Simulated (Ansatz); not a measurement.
**MnO: single-point calculation (part 2 of 4)**

Continued. System: MnO (P6₃mc, 4 atoms in the cell). Method: DFT r2SCAN+U, scalar-relativistic, plane waves, PAW, Ueff = 4 eV on Mn atom 1 d; Ueff = 4 eV on Mn atom 2 d, spin-polarised (Ansatz 0.2.0); cutoff 500 eV, 6×6×4 k-mesh, Gaussian smearing of 0.05 eV, collinear spins. The structure derives from an entry of the Crystallography Open Database. It belongs to a series of runs on one base structure; here: random orbitals: pairs, low filling.

Geometry of the input (Å; fractional positions):
```
3.3717  0.0000  0.0000
-1.6859  2.9200  0.0000
0.0000  0.0000  5.3855
Mn 0.3333  0.6667  0.0110
Mn 0.6667  0.3333  0.5110
O  0.3333  0.6667  0.3755
O  0.6667  0.3333  0.8755
```

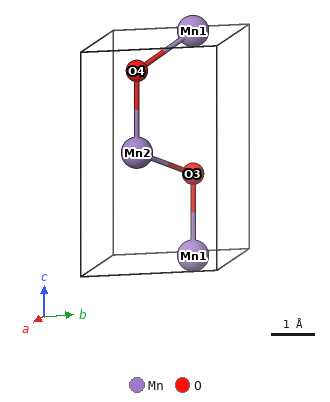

**Figure 1.** The structure as given in the input (ball-and-stick view of the cell of the calculation, seen slightly off an axis; atoms are numbered from 1 in the order of the input).

### Log, continued
```
SCF iter   1: F=—  HF=-8936.643261 eV  |F-HF|=—  |Δ(HF+E_count)|=         —  Δρ=1.51e-1 (↑1.51e-1 ↓1.29e-1)  dr2=2.61e1  dr2_τ=1.18e-1  dr2_m=1.16e0  M=2.383 μB ∫|m|=2.697 μB  β_m=1.00  ethr=3.10e-3  ⟨swp⟩=4.1  Hψ=14003  notcnv=0
preconditioner: auto → Kerker (q_TF=auto, 2.624 Å⁻¹)  [metal: Δε(μ)=0.008 eV  Ē_g=7.674 eV  σ=0.050 eV  W_gap=0.09  n_scr=22 (ndim 8)  ℏωp=26.0 eV  f_vac=0.000  D(μ)=2.56/eV (n_scr^D=22)]
spin=Collinear: Kerker preconditioning applied to the charge; magnetization (m = ρ↑ − ρ↓) channel mixes plain (no charge-response kernel on spin).
SCF iter   2: F=—  HF=-8933.341193 eV  |F-HF|=—  |Δ(HF+E_count)|=    3.30e0  Δρ=7.44e-2 (↑7.44e-2 ↓6.42e-2)  dr2=3.27e0  dr2_τ=1.22e-1  dr2_m=2.84e-1  M=2.028 μB ∫|m|=2.611 μB  β_m=0.30  ethr=3.10e-3  ⟨swp⟩=3.0  Hψ=10019  notcnv=0  defer=136  κ⁻¹=1.0e0(r=1)
SCF iter   3: F=—  HF=-8933.817162 eV  |F-HF|=—  |Δ(HF+E_count)|=   4.76e-1  Δρ=5.13e-2 (↑5.13e-2 ↓4.30e-2)  dr2=1.54e0  dr2_τ=2.60e-2  dr2_m=2.11e-1  M=2.024 μB ∫|m|=2.661 μB  β_m=0.30  ethr=3.10e-3  ⟨swp⟩=2.0  Hψ=6030  notcnv=0  defer=177  κ⁻¹=1.7e-2(r=2)
SCF iter   4: F=—  HF=-8934.197424 eV  |F-HF|=—  |Δ(HF+E_count)|=   3.80e-1  Δρ=2.41e-2 (↑2.16e-2 ↓2.41e-2)  dr2=1.46e-1  dr2_τ=6.43e-3  dr2_m=1.78e-1  M=2.026 μB ∫|m|=2.703 μB  β_m=0.30  ethr=3.10e-3  ⟨swp⟩=3.5  Hψ=8173  notcnv=0  defer=184  κ⁻¹=2.7e-4(r=3)
SCF iter   5: F=—  HF=-8934.537396 eV  |F-HF|=—  |Δ(HF+E_count)|=   3.40e-1  Δρ=1.68e-2 (↑1.61e-2 ↓1.68e-2)  dr2=4.65e-2  dr2_τ=3.11e-3  dr2_m=1.19e-1  M=2.014 μB ∫|m|=2.725 μB  β_m=0.30  ethr=3.47e-4  ⟨swp⟩=2.5  Hψ=7211  notcnv=0  defer=184  κ⁻¹=1.2e-4(r=4)
SCF iter   6: F=—  HF=-8934.693582 eV  |F-HF|=—  |Δ(HF+E_count)|=   1.56e-1  Δρ=1.35e-2 (↑1.32e-2 ↓1.35e-2)  dr2=1.99e-2  dr2_τ=1.83e-3  dr2_m=7.89e-2  M=2.014 μB ∫|m|=2.752 μB  β_m=0.30  ethr=1.11e-4  ⟨swp⟩=3.3  Hψ=7841  notcnv=0  defer=184  κ⁻¹=5.8e-5(r=5)
SCF iter   7: F=—  HF=-8934.785946 eV  |F-HF|=—  |Δ(HF+E_count)|=   9.24e-2  Δρ=1.07e-2 (↑1.07e-2 ↓1.03e-2)  dr2=2.92e-3  dr2_τ=1.22e-3  dr2_m=5.21e-2  M=2.014 μB ∫|m|=2.780 μB  β_m=1.20  ethr=4.73e-5  ⟨swp⟩=2.3  Hψ=7392  notcnv=0  defer=184
Mixer restart at iter 7: flushing history
spin-set hold released at iteration 7 (site moments contracting): the magnetisation degrees of freedom join the quasi-Newton model from the next iteration; the mixer history was flushed
SCF iter   8: F=—  HF=-8934.836407 eV  |F-HF|=—  |Δ(HF+E_count)|=   5.05e-2  Δρ=3.67e-3 (↑3.67e-3 ↓3.36e-3)  dr2=4.36e-3  dr2_τ=1.85e-4  dr2_m=3.29e-3  M=2.014 μB ∫|m|=2.853 μB  β_m=1.20  ethr=6.94e-6  ⟨swp⟩=2.4  Hψ=8881  notcnv=0  defer=185  κ⁻¹=1.0e0(r=1)
SCF iter   9: F=—  HF=-8934.889091 eV  |F-HF|=—  |Δ(HF+E_count)|=   5.27e-2  Δρ=3.06e-3 (↑3.06e-3 ↓2.85e-3)  dr2=4.61e-3  dr2_τ=5.94e-5  dr2_m=1.07e-3  M=2.014 μB ∫|m|=2.882 μB  β_m=1.20  ethr=6.94e-6  ⟨swp⟩=2.2  Hψ=8271  notcnv=0  defer=181  κ⁻¹=2.3e-2(r=2)
SCF iter  10: F=—  HF=-8934.941171 eV  |F-HF|=—  |Δ(HF+E_count)|=   5.21e-2  Δρ=2.77e-3 (↑2.77e-3 ↓2.42e-3)  dr2=3.97e-3  dr2_τ=4.13e-5  dr2_m=4.17e-4  M=2.014 μB ∫|m|=2.910 μB  β_m=1.20  ethr=6.94e-6  ⟨swp⟩=2.2  Hψ=8116  notcnv=0  defer=182  κ⁻¹=2.8e-3(r=3)
SCF iter  11: F=—  HF=-8935.000308 eV  |F-HF|=—  |Δ(HF+E_count)|=   5.91e-2  Δρ=1.57e-3 (↑1.57e-3 ↓1.50e-3)  dr2=1.30e-3  dr2_τ=1.93e-5  dr2_m=6.85e-5  M=2.014 μB ∫|m|=2.978 μB  β_m=1.20  ethr=6.94e-6  ⟨swp⟩=2.9  Hψ=9617  notcnv=0  defer=189  κ⁻¹=1.1e-3(r=4)
SCF iter  12: F=—  HF=-8935.005841 eV  |F-HF|=—  |Δ(HF+E_count)|=   5.53e-3  Δρ=9.18e-4 (↑9.18e-4 ↓8.60e-4)  dr2=3.66e-4  dr2_τ=9.26e-6  dr2_m=6.19e-5  M=2.014 μB ∫|m|=2.984 μB  β_m=1.20  ethr=3.10e-6  ⟨swp⟩=2.0  Hψ=8137  notcnv=0  defer=190  κ⁻¹=7.8e-4(r=5)
SCF iter  13: F=—  HF=-8935.009269 eV  |F-HF|=—  |Δ(HF+E_count)|=   3.43e-3  Δρ=6.39e-4 (↑5.68e-4 ↓6.39e-4)  dr2=1.48e-4  dr2_τ=3.26e-6  dr2_m=4.58e-5  M=2.014 μB ∫|m|=2.992 μB  β_m=1.20  ethr=8.71e-7  ⟨swp⟩=2.0  Hψ=7647  notcnv=0  defer=190  κ⁻¹=7.4e-4(r=6)
SCF iter  14: F=—  HF=-8935.010041 eV  |F-HF|=—  |Δ(HF+E_count)|=   7.71e-4  Δρ=3.74e-4 (↑3.74e-4 ↓3.26e-4)  dr2=4.94e-5  dr2_τ=1.74e-6  dr2_m=1.82e-5  M=2.014 μB ∫|m|=2.983 μB  β_m=1.20  ethr=3.53e-7  ⟨swp⟩=2.5  Hψ=8895  notcnv=0  defer=190  κ⁻¹=3.3e-4(r=7)
SCF iter  15: F=—  HF=-8935.011346 eV  |F-HF|=—  |Δ(HF+E_count)|=   1.31e-3  Δρ=2.14e-4 (↑2.14e-4 ↓2.00e-4)  dr2=1.56e-5  dr2_τ=3.63e-7  dr2_m=7.99e-6  M=2.014 μB ∫|m|=2.994 μB  β_m=1.20  ethr=1.18e-7  ⟨swp⟩=2.3  Hψ=7808  notcnv=0  defer=190  κ⁻¹=1.6e-4(r=8)
SCF iter  16: F=—  HF=-8935.011551 eV  |F-HF|=—  |Δ(HF+E_count)|=   2.04e-4  Δρ=1.29e-4 (↑1.29e-4 ↓1.08e-4)  dr2=6.55e-6  dr2_τ=1.57e-7  dr2_m=1.28e-6  M=2.014 μB ∫|m|=2.995 μB  β_m=1.20  ethr=3.72e-8  ⟨swp⟩=2.1  Hψ=7170  notcnv=0  defer=190  κ⁻¹=7.7e-4(r=8)
SCF iter  17: F=—  HF=-8935.011659 eV  |F-HF|=—  |Δ(HF+E_count)|=   1.08e-4  Δρ=9.53e-5 (↑9.53e-5 ↓7.98e-5)  dr2=3.44e-6  dr2_τ=8.94e-8  dr2_m=7.20e-7  M=2.014 μB ∫|m|=2.998 μB  β_m=1.20  ethr=1.56e-8  ⟨swp⟩=2.3  Hψ=7240  notcnv=0  defer=190  κ⁻¹=2.0e-4(r=8)
SCF iter  18: F=—  HF=-8935.011726 eV  |F-HF|=—  |Δ(HF+E_count)|=   6.73e-5  Δρ=4.13e-5 (↑4.13e-5 ↓3.74e-5)  dr2=6.46e-7  dr2_τ=1.64e-8  dr2_m=2.27e-7  M=2.014 μB ∫|m|=2.999 μB  β_m=1.20  ethr=8.19e-9  ⟨swp⟩=2.4  Hψ=7398  notcnv=0  defer=190  κ⁻¹=4.0e-5(r=8)
SCF iter  19: F=—  HF=-8935.011740 eV  |F-HF|=—  |Δ(HF+E_count)|=   1.38e-5  Δρ=2.57e-5 (↑2.45e-5 ↓2.57e-5)  dr2=3.17e-7  dr2_τ=7.76e-9  dr2_m=5.90e-8  M=2.014 μB ∫|m|=2.999 μB  β_m=1.20  ethr=1.54e-9  ⟨swp⟩=2.4  Hψ=7408  notcnv=0  defer=190  κ⁻¹=7.4e-5(r=8)
SCF iter  20: F=—  HF=-8935.011746 eV  |F-HF|=—  |Δ(HF+E_count)|=   6.36e-6  Δρ=1.62e-5 (↑1.52e-5 ↓1.62e-5)  dr2=1.46e-7  dr2_τ=3.38e-9  dr2_m=2.10e-8  M=2.014 μB ∫|m|=3.000 μB  β_m=1.20  ethr=7.55e-10  ⟨swp⟩=2.4  Hψ=7352  notcnv=0  defer=190  κ⁻¹=5.6e-5(r=8)
SCF iter  21: F=—  HF=-8935.011749 eV  |F-HF|=—  |Δ(HF+E_count)|=   2.22e-6  Δρ=9.16e-6 (↑9.16e-6 ↓8.84e-6)  dr2=7.25e-8  dr2_τ=1.05e-9  dr2_m=4.81e-9  M=2.014 μB ∫|m|=3.000 μB  β_m=1.20  ethr=3.48e-10  ⟨swp⟩=2.4  Hψ=7320  notcnv=0  defer=190  κ⁻¹=7.7e-5(r=8)
SCF iter  22: F=—  HF=-8935.011749 eV  |F-HF|=—  |Δ(HF+E_count)|=   5.92e-7  Δρ=4.74e-6 (↑4.74e-6 ↓4.28e-6)  dr2=2.14e-8  dr2_τ=3.40e-10  dr2_m=1.20e-9  M=2.014 μB ∫|m|=3.000 μB  β_m=1.20  ethr=1.73e-10  ⟨swp⟩=2.3  Hψ=7270  notcnv=0  defer=190  κ⁻¹=8.8e-9(r=8)
Mixer restart at iter 22: flushing history
SCF iter  23: F=-8936.832706 eV  HF=-8935.011749 eV  |F-HF|=1.82e0  |Δ(HF+E_count)|=         —  Δρ=4.73e-6 (↑4.73e-6 ↓4.30e-6)  dr2=2.17e-8  dr2_τ=3.50e-10  dr2_m=1.16e-9  M=2.014 μB ∫|m|=3.000 μB  β_m=1.20  ethr=5.09e-11  ⟨swp⟩=1.0  Hψ=3911  notcnv=0  defer=190
SCF iter  24: F=-8937.582089 eV  HF=-8936.056626 eV  |F-HF|=1.53e0  |Δ(HF+E_count)|=    1.04e0  Δρ=1.11e-2 (↑1.11e-2 ↓1.05e-2)  dr2=3.94e-2  dr2_τ=6.31e-4  dr2_m=2.22e-2  M=2.014 μB ∫|m|=3.115 μB  β_m=1.20  ethr=5.09e-11  ⟨swp⟩=13.4  Hψ=27837  notcnv=0  κ⁻¹=1.0e0(r=1)
SCF iter  25: F=-8938.778063 eV  HF=-8937.663560 eV  |F-HF|=1.11e0  |Δ(HF+E_count)|=    1.61e0  Δρ=2.15e-2 (↑2.15e-2 ↓1.88e-2)  dr2=2.19e-1  dr2_τ=3.00e-3  dr2_m=9.41e-3  M=2.014 μB ∫|m|=3.348 μB  β_m=1.20  ethr=5.09e-11  ⟨swp⟩=6.3  Hψ=20654  notcnv=0  defer=97  κ⁻¹=1.6e-1(r=2)
SCF iter  26: F=-8939.306206 eV  HF=-8938.498881 eV  |F-HF|=8.07e-1  |Δ(HF+E_count)|=   8.35e-1  Δρ=2.11e-2 (↑2.11e-2 ↓1.94e-2)  dr2=2.33e-1  dr2_τ=3.21e-3  dr2_m=7.15e-3  M=2.008 μB ∫|m|=3.455 μB  β_m=1.20  ethr=5.09e-11  ⟨swp⟩=6.4  Hψ=21367  notcnv=0  defer=177  κ⁻¹=1.1e-1(r=3)
SCF iter  27: F=-8940.144048 eV  HF=-8939.818870 eV  |F-HF|=3.25e-1  |Δ(HF+E_count)|=    1.32e0  Δρ=9.97e-3 (↑9.73e-3 ↓9.97e-3)  dr2=5.55e-2  dr2_τ=8.47e-4  dr2_m=5.82e-3  M=2.000 μB ∫|m|=3.643 μB  β_m=1.20  ethr=5.09e-11  ⟨swp⟩=6.8  Hψ=23497  notcnv=0  defer=177  κ⁻¹=1.0e-2(r=4)
SCF iter  28: F=-8940.426522 eV  HF=-8940.283296 eV  |F-HF|=1.43e-1  |Δ(HF+E_count)|=   4.64e-1  Δρ=9.75e-3 (↑9.55e-3 ↓9.75e-3)  dr2=3.86e-2  dr2_τ=8.09e-4  dr2_m=8.84e-3  M=2.000 μB ∫|m|=3.741 μB  β_m=1.20  ethr=5.09e-11  ⟨swp⟩=6.6  Hψ=22303  notcnv=0  defer=183  κ⁻¹=6.2e-3(r=5)
SCF iter  29: F=-8940.455892 eV  HF=-8940.313739 eV  |F-HF|=1.42e-1  |Δ(HF+E_count)|=   3.04e-2  Δρ=1.11e-2 (↑1.11e-2 ↓8.88e-3)  dr2=3.51e-2  dr2_τ=5.81e-4  dr2_m=1.96e-2  M=2.000 μB ∫|m|=3.723 μB  β_m=1.20  ethr=5.09e-11  ⟨swp⟩=6.5  Hψ=22304  notcnv=0  defer=180  κ⁻¹=5.0e-3(r=6)
SCF iter  30: F=-8940.518524 eV  HF=-8940.389762 eV  |F-HF|=1.29e-1  |Δ(HF+E_count)|=   7.60e-2  Δρ=1.01e-2 (↑1.01e-2 ↓8.23e-3)  dr2=2.91e-2  dr2_τ=5.09e-4  dr2_m=1.50e-2  M=2.000 μB ∫|m|=3.742 μB  β_m=1.20  ethr=5.09e-11  ⟨swp⟩=6.0  Hψ=18523  notcnv=0  defer=178  κ⁻¹=1.9e-3(r=7)
SCF iter  31: F=-8940.684006 eV  HF=-8940.626586 eV  |F-HF|=5.74e-2  |Δ(HF+E_count)|=   2.37e-1  Δρ=6.42e-3 (↑6.42e-3 ↓5.88e-3)  dr2=1.44e-2  dr2_τ=3.04e-4  dr2_m=3.23e-3  M=2.000 μB ∫|m|=3.802 μB  β_m=1.20  ethr=5.09e-11  ⟨swp⟩=6.7  Hψ=21731  notcnv=0  defer=178  κ⁻¹=3.1e-4(r=8)
SCF iter  32: F=-8940.725886 eV  HF=-8940.680120 eV  |F-HF|=4.58e-2  |Δ(HF+E_count)|=   5.35e-2  Δρ=4.97e-3 (↑4.97e-3 ↓4.54e-3)  dr2=5.82e-3  dr2_τ=1.59e-4  dr2_m=5.98e-3  M=2.000 μB ∫|m|=3.808 μB  β_m=1.20  ethr=5.09e-11  ⟨swp⟩=6.1  Hψ=19770  notcnv=0  defer=179  κ⁻¹=2.3e-4(r=8)
SCF iter  33: F=-8940.786235 eV  HF=-8940.768735 eV  |F-HF|=1.75e-2  |Δ(HF+E_count)|=   8.86e-2  Δρ=2.05e-3 (↑2.05e-3 ↓2.00e-3)  dr2=1.42e-3  dr2_τ=4.75e-5  dr2_m=8.65e-4  M=2.000 μB ∫|m|=3.837 μB  β_m=1.20  ethr=5.09e-11  ⟨swp⟩=6.5  Hψ=20438  notcnv=0  defer=178  κ⁻¹=1.7e-4(r=8)
SCF iter  34: F=-8940.814787 eV  HF=-8940.803743 eV  |F-HF|=1.10e-2  |Δ(HF+E_count)|=   3.50e-2  Δρ=1.12e-3 (↑1.12e-3 ↓9.27e-4)  dr2=4.40e-4  dr2_τ=1.94e-5  dr2_m=2.42e-4  M=2.000 μB ∫|m|=3.850 μB  β_m=1.20  ethr=5.09e-11  ⟨swp⟩=6.2  Hψ=19293  notcnv=0  defer=182  κ⁻¹=1.6e-4(r=8)
SCF iter  35: F=-8940.826290 eV  HF=-8940.817749 eV  |F-HF|=8.54e-3  |Δ(HF+E_count)|=   1.40e-2  Δρ=8.39e-4 (↑8.39e-4 ↓7.08e-4)  dr2=2.33e-4  dr2_τ=8.71e-6  dr2_m=1.40e-4  M=2.000 μB ∫|m|=3.855 μB  β_m=1.20  ethr=5.09e-11  ⟨swp⟩=5.9  Hψ=17855  notcnv=0  defer=184  κ⁻¹=4.0e-4(r=8)
SCF iter  36: F=-8940.841218 eV  HF=-8940.835912 eV  |F-HF|=5.31e-3  |Δ(HF+E_count)|=   1.82e-2  Δρ=1.11e-3 (↑6.98e-4 ↓1.11e-3)  dr2=2.04e-4  dr2_τ=7.81e-6  dr2_m=2.32e-4  M=2.000 μB ∫|m|=3.855 μB  β_m=1.20  ethr=5.09e-11  ⟨swp⟩=6.0  Hψ=18751  notcnv=0  defer=184  κ⁻¹=5.2e-4(r=8)
SCF iter  37: F=-8940.850426 eV  HF=-8940.846314 eV  |F-HF|=4.11e-3  |Δ(HF+E_count)|=   1.04e-2  Δρ=9.68e-4 (↑5.75e-4 ↓9.68e-4)  dr2=1.91e-4  dr2_τ=7.65e-6  dr2_m=1.12e-4  M=2.000 μB ∫|m|=3.859 μB  β_m=1.20  ethr=5.09e-11  ⟨swp⟩=5.9  Hψ=18171  notcnv=0  defer=182  κ⁻¹=1.1e-3(r=8)
SCF iter  38: F=-8940.860328 eV  HF=-8940.857609 eV  |F-HF|=2.72e-3  |Δ(HF+E_count)|=   1.13e-2  Δρ=9.50e-4 (↑5.50e-4 ↓9.50e-4)  dr2=2.41e-4  dr2_τ=5.93e-6  dr2_m=1.04e-4  M=2.000 μB ∫|m|=3.857 μB  β_m=1.20  ethr=5.09e-11  ⟨swp⟩=5.9  Hψ=18366  notcnv=0  defer=183  κ⁻¹=8.2e-4(r=8)
SCF iter  39: F=-8940.870446 eV  HF=-8940.869187 eV  |F-HF|=1.26e-3  |Δ(HF+E_count)|=   1.16e-2  Δρ=6.59e-4 (↑4.55e-4 ↓6.59e-4)  dr2=1.92e-4  dr2_τ=2.91e-6  dr2_m=4.01e-5  M=2.000 μB ∫|m|=3.857 μB  β_m=1.20  ethr=5.09e-11  ⟨swp⟩=6.2  Hψ=19109  notcnv=0  defer=181  κ⁻¹=1.9e-3(r=8)
SCF iter  40: F=-8940.874405 eV  HF=-8940.873629 eV  |F-HF|=7.76e-4  |Δ(HF+E_count)|=   4.44e-3  Δρ=4.08e-4 (↑3.27e-4 ↓4.08e-4)  dr2=1.08e-4  dr2_τ=1.44e-6  dr2_m=9.26e-6  M=2.000 μB ∫|m|=3.857 μB  β_m=1.20  ethr=5.09e-11  ⟨swp⟩=5.9  Hψ=18109  notcnv=0  defer=181  κ⁻¹=1.2e-3(r=8)
SCF iter  41: F=-8940.875800 eV  HF=-8940.875288 eV  |F-HF|=5.12e-4  |Δ(HF+E_count)|=   1.66e-3  Δρ=3.06e-4 (↑2.47e-4 ↓3.06e-4)  dr2=6.02e-5  dr2_τ=7.33e-7  dr2_m=8.16e-6  M=2.000 μB ∫|m|=3.856 μB  β_m=1.20  ethr=5.09e-11  ⟨swp⟩=5.4  Hψ=15464  notcnv=0  defer=181  κ⁻¹=2.8e-3(r=8)
SCF iter  42: F=-8940.877364 eV  HF=-8940.876963 eV  |F-HF|=4.01e-4  |Δ(HF+E_count)|=   1.67e-3  Δρ=2.85e-4 (↑2.07e-4 ↓2.85e-4)  dr2=2.51e-5  dr2_τ=6.19e-7  dr2_m=1.65e-5  M=2.000 μB ∫|m|=3.856 μB  β_m=1.20  ethr=5.09e-11  ⟨swp⟩=5.7  Hψ=17327  notcnv=0  defer=181  κ⁻¹=3.3e-3(r=8)
SCF iter  43: F=-8940.877744 eV  HF=-8940.877394 eV  |F-HF|=3.50e-4  |Δ(HF+E_count)|=   4.31e-4  Δρ=1.79e-4 (↑1.57e-4 ↓1.79e-4)  dr2=1.03e-5  dr2_τ=3.30e-7  dr2_m=7.42e-6  M=2.000 μB ∫|m|=3.855 μB  β_m=1.20  ethr=5.09e-11  ⟨swp⟩=4.4  Hψ=13663  notcnv=0  defer=182  κ⁻¹=3.5e-3(r=8)
SCF iter  44: F=-8940.878194 eV  HF=-8940.877852 eV  |F-HF|=3.42e-4  |Δ(HF+E_count)|=   4.58e-4  Δρ=1.60e-4 (↑1.15e-4 ↓1.60e-4)  dr2=6.95e-6  dr2_τ=2.32e-7  dr2_m=4.89e-6  M=2.000 μB ∫|m|=3.856 μB  β_m=1.20  ethr=5.09e-11  ⟨swp⟩=4.6  Hψ=14077  notcnv=0  defer=182  κ⁻¹=1.6e-3(r=8)
```
